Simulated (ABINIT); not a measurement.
**Run report: Mg, geometry relaxation (part 2 of 2)**

Mg (P6₃/mmc, 2 atoms in the cell); Kohn-Sham DFT of a periodic cell, RPBE, JTH PAW PBE v2.0 (ABINIT 10.8.3); cutoff 517.02 eV, 10×10×5 k-mesh, fermi-dirac of 0.05 eV. The structure derives from an entry of the Crystallography Open Database. The run did not end well.

The program's output, continued:
```
     iter   Etot(hartree)      deltaE(h)  residm     nres2
 ETOT  1  -127.11251220503    -1.271E+02 5.133E-01 8.712E-02
 ETOT  2  -127.11226097718     2.512E-04 5.070E-05 1.280E-02
 ETOT  3  -127.11222885272     3.212E-05 8.164E-06 1.537E-03
 ETOT  4  -127.11222248688     6.366E-06 7.171E-06 2.545E-05
 ETOT  5  -127.11222249393    -7.047E-09 5.502E-06 1.180E-06
 ETOT  6  -127.11222249284     1.089E-09 3.786E-06 2.221E-08
 ETOT  7  -127.11222249304    -1.990E-10 3.683E-06 1.409E-09
 ETOT  8  -127.11222249274     3.000E-10 2.192E-06 9.873E-11

 At SCF step    8       nres2   =  9.87E-11 < tolvrs=  1.00E-09 =>converged.

 Cartesian components of stress tensor (hartree/bohr^3)
  sigma(1 1)= -3.73187879E-05  sigma(3 2)=  0.00000000E+00
  sigma(2 2)= -3.73187880E-05  sigma(3 1)=  0.00000000E+00
  sigma(3 3)= -7.39240157E-05  sigma(2 1)=  0.00000000E+00

--- !ResultsGS
iteration_state: {dtset: 1, itime: 3, icycle: 1, }
comment   : Summary of ground state results
lattice_vectors:
- [  6.0218186,   0.0000000,   0.0000000, ]
- [ -3.0109093,   5.2150479,   0.0000000, ]
- [  0.0000000,   0.0000000,   9.8050977, ]
lattice_lengths: [   6.02182,    6.02182,    9.80510, ]
lattice_angles: [ 90.000,  90.000, 120.000, ] # degrees, (23, 13, 12)
lattice_volume:   3.0792000E+02
convergence: {deltae:  3.000E-10, res2:  9.873E-11, residm:  2.192E-06, diffor: null, }
etotal    :  -1.27112222E+02
entropy   :   0.00000000E+00
fermie    :   1.65305025E-01
cartesian_stress_tensor: # hartree/bohr^3
- [ -3.73187879E-05,   0.00000000E+00,   0.00000000E+00, ]
- [  0.00000000E+00,  -3.73187880E-05,   0.00000000E+00, ]
- [  0.00000000E+00,   0.00000000E+00,  -7.39240157E-05, ]
pressure_GPa:   1.4569E+00
xred      :
- [  6.6667E-01,   3.3333E-01,   7.5000E-01, Mg]
- [  3.3333E-01,   6.6667E-01,   2.5000E-01, Mg]
cartesian_forces: # hartree/bohr
- [ -0.00000000E+00,   2.06528896E-28,   1.34090268E-31, ]
- [ -0.00000000E+00,  -2.06528896E-28,  -1.34090268E-31, ]
force_length_stats: {min:   2.06528939E-28, max:   2.06528939E-28, mean:   2.06528939E-28, }
...

 Integrated electronic density in atomic spheres:
 ------------------------------------------------
 Atom  Sphere_radius  Integrated_density
    1        1.90158          8.21174028
    2        1.90158          8.21174028

---OUTPUT-----------------------------------------------------------------------

 Cartesian coordinates (xcart) [bohr]
  3.01090932417464E+00  1.73834930883738E+00  7.35382327775007E+00
  1.00121935264294E-15  3.47669861767475E+00  2.45127442591669E+00
 Reduced coordinates (xred)
  6.66666666666667E-01  3.33333333333333E-01  7.50000000000000E-01
  3.33333333333333E-01  6.66666666666667E-01  2.50000000000000E-01
 Cartesian forces (fcart) [Ha/bohr]; max,rms= 2.06529E-28 1.19240E-28 (free atoms)
 -0.00000000000000E+00  2.06528895695519E-28  1.34090267644827E-31
 -0.00000000000000E+00 -2.06528895695519E-28 -1.34090267644827E-31
 Gradient of E wrt nuclear positions in reduced coordinates (gred)
 -0.00000000000000E+00 -1.07705808926175E-27 -1.31476817536835E-30
  0.00000000000000E+00  1.07705808926175E-27  1.31476817536835E-30
 Scale of Primitive Cell (acell) [bohr]
  6.02181864834927E+00  6.02181864840019E+00  9.80509770366677E+00
 Real space primitive translations (rprimd) [bohr]
  6.02181864834927E+00  0.00000000000000E+00  0.00000000000000E+00
 -3.01090932417464E+00  5.21504792651213E+00  0.00000000000000E+00
  0.00000000000000E+00  0.00000000000000E+00  9.80509770366677E+00
 Unitary Cell Volume (ucvol) [Bohr^3]=  3.07920002645227E+02
 Angles (23,13,12)= [degrees]
  9.00000000000000E+01  9.00000000000000E+01  1.19999999999720E+02
 Lengths [Bohr]
  6.02181864834927E+00  6.02181864840019E+00  9.80509770366677E+00
 Stress tensor in cartesian coordinates (strten) [Ha/bohr^3]
 -3.73187878574526E-05  0.00000000000000E+00  0.00000000000000E+00
  0.00000000000000E+00 -3.73187879669432E-05  0.00000000000000E+00
  0.00000000000000E+00  0.00000000000000E+00 -7.39240156908379E-05
 Total energy (etotal) [Ha]= -1.27112222492742E+02

 Difference of energy with previous step (new-old):
           Absolute (Ha)= 6.34376E-05
           Relative     = 4.99068E-07

--- Iteration: ( 4/60) Internal Cycle: (1/1)
--------------------------------------------------------------------------------

---SELF-CONSISTENT-FIELD CONVERGENCE--------------------------------------------

--- !BeginCycle
iteration_state: {dtset: 1, itime: 4, icycle: 1, }
solver: {iscf: 17, nstep: 100, nline: 4, wfoptalg: 10, }
tolerances: {tolvrs: 1.00E-09, }
...

     iter   Etot(hartree)      deltaE(h)  residm     nres2
 ETOT  1  -127.09847539035    -1.271E+02 1.836E+01 3.847E+00
 ETOT  2  -127.11280554281    -1.433E-02 1.015E-02 5.675E-01
 ETOT  3  -127.11173419540     1.071E-03 8.068E-04 7.108E-02
 ETOT  4  -127.11146526123     2.689E-04 3.475E-04 1.002E-03
 ETOT  5  -127.11146668735    -1.426E-06 2.672E-04 5.905E-05
 ETOT  6  -127.11146675541    -6.806E-08 5.360E-05 7.595E-07
 ETOT  7  -127.11146676093    -5.521E-09 5.679E-05 8.077E-08
 ETOT  8  -127.11146675887     2.062E-09 1.110E-05 3.800E-09
 ETOT  9  -127.11146675833     5.395E-10 1.052E-05 3.722E-11

 At SCF step    9       nres2   =  3.72E-11 < tolvrs=  1.00E-09 =>converged.

 Cartesian components of stress tensor (hartree/bohr^3)
  sigma(1 1)= -9.28522171E-05  sigma(3 2)=  0.00000000E+00
  sigma(2 2)= -9.28522172E-05  sigma(3 1)=  0.00000000E+00
  sigma(3 3)= -1.23167750E-04  sigma(2 1)=  0.00000000E+00

--- !ResultsGS
iteration_state: {dtset: 1, itime: 4, icycle: 1, }
comment   : Summary of ground state results
lattice_vectors:
- [  5.9284447,   0.0000000,   0.0000000, ]
- [ -2.9642224,   5.1341837,   0.0000000, ]
- [  0.0000000,   0.0000000,   9.7569644, ]
lattice_lengths: [   5.92844,    5.92844,    9.75696, ]
lattice_angles: [ 90.000,  90.000, 120.000, ] # degrees, (23, 13, 12)
lattice_volume:   2.9697980E+02
convergence: {deltae:  5.395E-10, res2:  3.722E-11, residm:  1.052E-05, diffor: null, }
etotal    :  -1.27111467E+02
entropy   :   0.00000000E+00
fermie    :   1.74955557E-01
cartesian_stress_tensor: # hartree/bohr^3
- [ -9.28522171E-05,   0.00000000E+00,   0.00000000E+00, ]
- [  0.00000000E+00,  -9.28522172E-05,   0.00000000E+00, ]
- [  0.00000000E+00,   0.00000000E+00,  -1.23167750E-04, ]
pressure_GPa:   3.0291E+00
xred      :
- [  6.6667E-01,   3.3333E-01,   7.5000E-01, Mg]
- [  3.3333E-01,   6.6667E-01,   2.5000E-01, Mg]
cartesian_forces: # hartree/bohr
- [ -0.00000000E+00,  -8.39127029E-28,  -0.00000000E+00, ]
- [ -0.00000000E+00,   8.39127029E-28,  -0.00000000E+00, ]
force_length_stats: {min:   8.39127029E-28, max:   8.39127029E-28, mean:   8.39127029E-28, }
...

 Integrated electronic density in atomic spheres:
 ------------------------------------------------
 Atom  Sphere_radius  Integrated_density
    1        1.90158          8.22083135
    2        1.90158          8.22083135

---OUTPUT-----------------------------------------------------------------------

 Cartesian coordinates (xcart) [bohr]
  2.96422236929476E+00  1.71139458286953E+00  7.31772330838391E+00
  9.92580530600059E-16  3.42278916573907E+00  2.43924110279464E+00
 Reduced coordinates (xred)
  6.66666666666667E-01  3.33333333333333E-01  7.50000000000000E-01
  3.33333333333333E-01  6.66666666666667E-01  2.50000000000000E-01
 Cartesian forces (fcart) [Ha/bohr]; max,rms= 8.39127E-28 4.84470E-28 (free atoms)
 -0.00000000000000E+00 -8.39127029338320E-28 -0.00000000000000E+00
 -0.00000000000000E+00  8.39127029338320E-28 -0.00000000000000E+00
 Gradient of E wrt nuclear positions in reduced coordinates (gred)
  0.00000000000000E+00  4.30823235704702E-27  0.00000000000000E+00
  0.00000000000000E+00 -4.30823235704702E-27 -0.00000000000000E+00
 Scale of Primitive Cell (acell) [bohr]
  5.92844473858953E+00  5.92844473863965E+00  9.75696441117854E+00
 Real space primitive translations (rprimd) [bohr]
  5.92844473858953E+00  0.00000000000000E+00  0.00000000000000E+00
 -2.96422236929476E+00  5.13418374860860E+00  0.00000000000000E+00
  0.00000000000000E+00  0.00000000000000E+00  9.75696441117854E+00
 Unitary Cell Volume (ucvol) [Bohr^3]=  2.96979795985730E+02
 Angles (23,13,12)= [degrees]
  9.00000000000000E+01  9.00000000000000E+01  1.19999999999720E+02
 Lengths [Bohr]
  5.92844473858953E+00  5.92844473863965E+00  9.75696441117854E+00
 Stress tensor in cartesian coordinates (strten) [Ha/bohr^3]
 -9.28522170874080E-05  0.00000000000000E+00  0.00000000000000E+00
  0.00000000000000E+00 -9.28522172039276E-05  0.00000000000000E+00
  0.00000000000000E+00  0.00000000000000E+00 -1.23167749612459E-04
 Total energy (etotal) [Ha]= -1.27111466758331E+02

 Difference of energy with previous step (new-old):
           Absolute (Ha)= 7.55734E-04
           Relative     = 5.94543E-06

--- Iteration: ( 5/60) Internal Cycle: (1/1)
--------------------------------------------------------------------------------

---SELF-CONSISTENT-FIELD CONVERGENCE--------------------------------------------

--- !BeginCycle
iteration_state: {dtset: 1, itime: 5, icycle: 1, }
solver: {iscf: 17, nstep: 100, nline: 4, wfoptalg: 10, }
tolerances: {tolvrs: 1.00E-09, }
...

     iter   Etot(hartree)      deltaE(h)  residm     nres2
 ETOT  1  -127.12432888646    -1.271E+02 1.865E-03 3.021E+00
 ETOT  2  -127.11375186990     1.058E-02 2.704E-05 4.441E-01
 ETOT  3  -127.11242649417     1.325E-03 4.374E-06 5.660E-02
 ETOT  4  -127.11218332344     2.432E-04 6.565E-06 8.888E-04
 ETOT  5  -127.11218452666    -1.203E-06 8.893E-07 5.099E-05
 ETOT  6  -127.11218469320    -1.665E-07 4.080E-08 8.910E-07
 ETOT  7  -127.11218470057    -7.367E-09 2.804E-08 6.589E-08
 ETOT  8  -127.11218470218    -1.606E-09 9.318E-09 4.847E-09
 ETOT  9  -127.11218470265    -4.669E-10 1.722E-08 2.100E-11

 At SCF step    9       nres2   =  2.10E-11 < tolvrs=  1.00E-09 =>converged.

 Cartesian components of stress tensor (hartree/bohr^3)
  sigma(1 1)= -4.29877856E-05  sigma(3 2)=  0.00000000E+00
  sigma(2 2)= -4.29877857E-05  sigma(3 1)=  0.00000000E+00
  sigma(3 3)= -7.97060956E-05  sigma(2 1)=  0.00000000E+00

--- !ResultsGS
iteration_state: {dtset: 1, itime: 5, icycle: 1, }
comment   : Summary of ground state results
lattice_vectors:
- [  6.0075865,   0.0000000,   0.0000000, ]
- [ -3.0037933,   5.2027226,   0.0000000, ]
- [  0.0000000,   0.0000000,   9.8136394, ]
lattice_lengths: [   6.00759,    6.00759,    9.81364, ]
lattice_angles: [ 90.000,  90.000, 120.000, ] # degrees, (23, 13, 12)
lattice_volume:   3.0673321E+02
convergence: {deltae: -4.669E-10, res2:  2.100E-11, residm:  1.722E-08, diffor: null, }
etotal    :  -1.27112185E+02
entropy   :   0.00000000E+00
fermie    :   1.66329051E-01
cartesian_stress_tensor: # hartree/bohr^3
- [ -4.29877856E-05,   0.00000000E+00,   0.00000000E+00, ]
- [  0.00000000E+00,  -4.29877857E-05,   0.00000000E+00, ]
- [  0.00000000E+00,   0.00000000E+00,  -7.97060956E-05, ]
pressure_GPa:   1.6248E+00
xred      :
- [  6.6667E-01,   3.3333E-01,   7.5000E-01, Mg]
- [  3.3333E-01,   6.6667E-01,   2.5000E-01, Mg]
cartesian_forces: # hartree/bohr
- [  1.79282992E-28,   2.17369076E-27,  -0.00000000E+00, ]
- [ -1.79282992E-28,  -2.17369076E-27,  -0.00000000E+00, ]
force_length_stats: {min:   2.18107173E-27, max:   2.18107173E-27, mean:   2.18107173E-27, }
...

 Integrated electronic density in atomic spheres:
 ------------------------------------------------
 Atom  Sphere_radius  Integrated_density
    1        1.90158          8.21128102
    2        1.90158          8.21128102

---OUTPUT-----------------------------------------------------------------------

 Cartesian coordinates (xcart) [bohr]
  3.00379326898497E+00  1.73424085245801E+00  7.36022952321580E+00
  9.99902617923593E-16  3.46848170491602E+00  2.45340984107193E+00
 Reduced coordinates (xred)
  6.66666666666667E-01  3.33333333333333E-01  7.50000000000000E-01
  3.33333333333333E-01  6.66666666666667E-01  2.50000000000000E-01
 Cartesian forces (fcart) [Ha/bohr]; max,rms= 2.17369E-27 1.25924E-27 (free atoms)
  1.79282992005923E-28  2.17369075758606E-27 -0.00000000000000E+00
 -1.79282992005923E-28 -2.17369075758606E-27 -0.00000000000000E+00
 Gradient of E wrt nuclear positions in reduced coordinates (gred)
 -1.07705808926175E-27 -1.07705808926175E-26 -0.00000000000000E+00
  1.07705808926175E-27  1.07705808926175E-26  0.00000000000000E+00
 Scale of Primitive Cell (acell) [bohr]
  6.00758653796994E+00  6.00758653802073E+00  9.81363936428774E+00
 Real space primitive translations (rprimd) [bohr]
  6.00758653796994E+00  0.00000000000000E+00  0.00000000000000E+00
 -3.00379326898497E+00  5.20272255737402E+00  0.00000000000000E+00
  0.00000000000000E+00  0.00000000000000E+00  9.81363936428774E+00
 Unitary Cell Volume (ucvol) [Bohr^3]=  3.06733208089525E+02
 Angles (23,13,12)= [degrees]
  9.00000000000000E+01  9.00000000000000E+01  1.19999999999720E+02
 Lengths [Bohr]
  6.00758653796994E+00  6.00758653802073E+00  9.81363936428774E+00
 Stress tensor in cartesian coordinates (strten) [Ha/bohr^3]
 -4.29877855609101E-05  0.00000000000000E+00  0.00000000000000E+00
  0.00000000000000E+00 -4.29877856711275E-05  0.00000000000000E+00
  0.00000000000000E+00  0.00000000000000E+00 -7.97060956497023E-05
 Total energy (etotal) [Ha]= -1.27112184702645E+02

 Difference of energy with previous step (new-old):
           Absolute (Ha)=-7.17944E-04
           Relative     =-5.64813E-06

--- !Ionmov22Error
message: |
    Lbfgs routine failed. Returned value: 0
    Restart your calculation from last step or try a different ionmov
...
```

Trajectory as extended XYZ (Å, eV, eV/Å), 5 frames, from step=0 to step=4:
```
2
Lattice="3.2093 0.0000 0.0000 -1.6046 2.7793 0.0000 0.0000 0.0000 5.2103" Properties=species:S:1:pos:R:3:forces:R:3 step=0 energy=-3458.90505
Mg    1.6046    0.9264    3.9077    0.0000   0.0000   0.0000
Mg    0.0000    1.8529    1.3026    0.0000   0.0000   0.0000
2
Lattice="3.1943 0.0000 0.0000 -1.5972 2.7664 0.0000 0.0000 0.0000 5.1918" Properties=species:S:1:pos:R:3:forces:R:3 step=1 energy=-3458.90151
Mg    1.5972    0.9221    3.8938    0.0000   0.0000   0.0000
Mg    0.0000    1.8443    1.2979    0.0000   0.0000   0.0000
2
Lattice="3.1866 0.0000 0.0000 -1.5933 2.7597 0.0000 0.0000 0.0000 5.1886" Properties=species:S:1:pos:R:3:forces:R:3 step=2 energy=-3458.89978
Mg    1.5933    0.9199    3.8915    0.0000   0.0000   0.0000
Mg    0.0000    1.8398    1.2972    0.0000   0.0000   0.0000
2
Lattice="3.1372 0.0000 0.0000 -1.5686 2.7169 0.0000 0.0000 0.0000 5.1632" Properties=species:S:1:pos:R:3:forces:R:3 step=3 energy=-3458.87922
Mg    1.5686    0.9056    3.8724    0.0000   0.0000   0.0000
Mg    0.0000    1.8113    1.2908    0.0000   0.0000   0.0000
2
Lattice="3.1791 0.0000 0.0000 -1.5895 2.7532 0.0000 0.0000 0.0000 5.1932" Properties=species:S:1:pos:R:3:forces:R:3 step=4 energy=-3458.89876
Mg    1.5895    0.9177    3.8949    0.0000   0.0000   0.0000
Mg    0.0000    1.8354    1.2983    0.0000   0.0000   0.0000
```

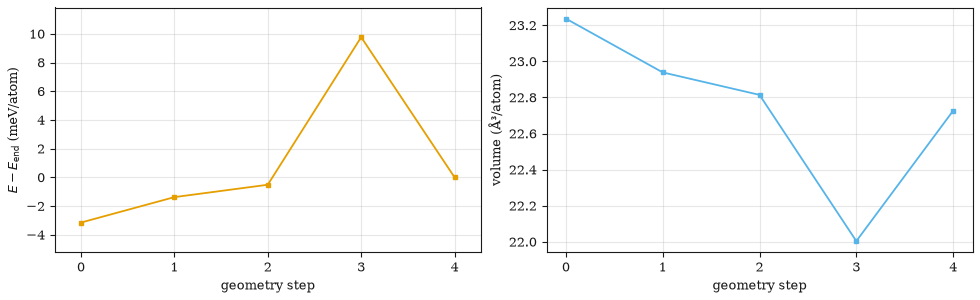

Figure 1. Progress of the relaxation, step by step (steps are counted from 0).

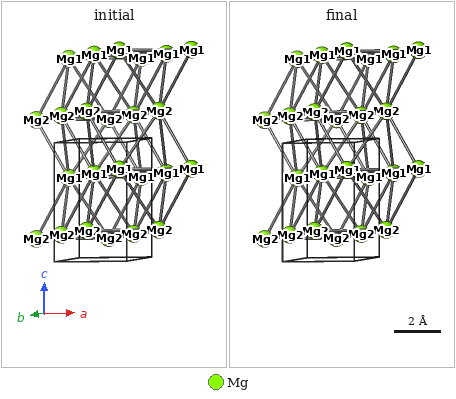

Figure 2. Before (left) and after (right) the relaxation, at one scale (ball-and-stick view of the cell of the calculation, repeated 2 × 3 × 2, seen at an oblique angle). The run failed before the relaxation converged. No atom moves by more than 0.005 Å relative to the cell. Cell: a = b 3.209 → 3.179 Å (−0.9 %), c 5.210 → 5.193 Å (−0.3 %). Volume −2.2 %. Among the contacts that change: Mg1–Mg1 3.209 → 3.179 Å, Mg1–Mg2 3.197 → 3.180 Å. The space group stays P6_3/mmc (No. 194). After 4 geometry steps the energy has risen by 3.1 meV per atom. All forces vanish by symmetry, so only the cell relaxes. (Atoms are counted from 1 in the order of the input.)

This output came from the following input.

Input file:
```
pp_dirpath "./"
pseudos "Mg.GGA_PBE-JTH.xml"

acell 3*1.0
rprim
     6.0646980518     0.0000000000     0.0000000000
    -3.0323490259     5.2521825792     0.0000000000
     0.0000000000     0.0000000000     9.8460400271
ntypat 1
znucl 12
natom 2
typat 1 1
xred
     0.6666666667     0.3333333333     0.7500000000
     0.3333333333     0.6666666667     0.2500000000
chkprim 0
chksymtnons 0
tolsym 1.0e-6

ecut 19.0
pawecutdg 38.0

kptopt 1
ngkpt 10 10 5
nshiftk 1
shiftk 0.0 0.0 0.0

ixc 15

nband 14
occopt 3
tsmear 0.00183747

nstep 100
tolvrs 1.0e-9

iomode 3
prtwf 0
prtden 0
prteig 0
prtebands 0
enunit 1

ionmov 22
ntime 60
tolmxf 0.0005
optcell 2
dilatmx 1.08
ecutsm 0.5
strtarget 3*-1.699465e-04 3*0.0
```

Launch command:
```bash
abinit run.abi > log 2>&1
```

What the run reported:

```json
{"quantity": "outcome", "value": "ended with an error"}
{"quantity": "space group (tolerance 0.01 Å)", "value": "P6₃/mmc (194)"}
{"quantity": "electrons treated", "value": "20"}
{"quantity": "free energy", "value": "−3458.8988 eV"}
{"quantity": "Fermi energy", "value": "4.526 eV"}
{"quantity": "gap on the k-point mesh", "value": "none (metallic)"}
{"quantity": "pressure", "value": "1.62 GPa"}
{"quantity": "final volume", "value": "45.45 Å³"}
{"quantity": "largest force (length of the vector) at the end", "value": "under 0.001 eV/Å"}
{"quantity": "final cell", "value": "a = 3.179 Å, b = 3.179 Å, c = 5.193 Å, α = 90.00°, β = 90.00°, γ = 120.00°"}
{"quantity": "hardware", "value": "1 thread of Intel Xeon @ 2.70GHz, 189 GiB of memory available, shared host"}
{"quantity": "wall time", "value": "1.9 min"}
{"quantity": "peak memory", "value": "0.12 GiB"}
```

Diagnosis:

The run ended with an error.
